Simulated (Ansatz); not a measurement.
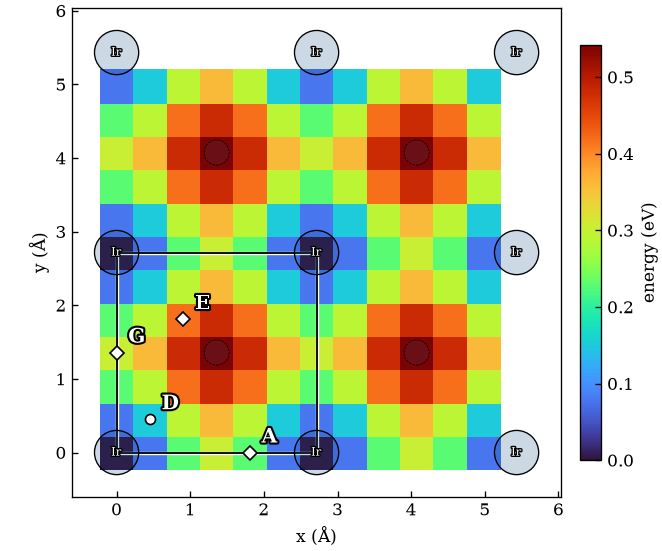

O on an Ir(100) slab cut from the Fm-3m phase, its upper half relaxed before the scan (12 atoms of substrate and one adsorbate in a 2 × 2 cell). O is moved over the surface cell at a fixed height above a rigid substrate; the origin of the map has the adsorbate above Ir9; the height is held at 2.50 Å. Places are given modulo a cell vector. The map is drawn in real space over the plane of the surface. The grid has 6 × 6 points; 10 points were computed and 26 follow by symmetry. Places are given in fractions of the 1 × 1 surface cell. Energies: eV, counted from the lowest grid point. The runs have no spin polarisation, so an open-shell adsorbate far from the surface lies too high. At a fixed height the lowest place need not be the adsorption site. The calculation used DFT PBE+D3(BJ), scalar-relativistic, plane waves, PAW (Ansatz). Settings: cutoff 420 eV, k-mesh 5×5×1, gaussian smearing 0.1 eV, no spin polarisation.

The picture shows one coloured cell a grid point, labelled circles for the atoms of the top layer and small ones for the second layer, the outline of one cell of the 2 × 2 shown, lettered points.

**Is D the lowest point of the computed grid?**

No. D lies 0.151 eV above the lowest grid point, which is at the top site over a surface Ir atom, (0/6, 0/6) of the cell vectors.

**Rank the lettered points by energy, lowest first.**

D (0.151 eV), A (0.228 eV), G (0.301 eV), E (0.418 eV).

**What kind of point is each of D, E, G: minimum, saddle, maximum or slope?**

D: on a slope; E: on a slope; G: saddle point. (In these two coordinates alone; a stationary point may lie a little off the grid point.)

PAW datasets: the set soft_1.
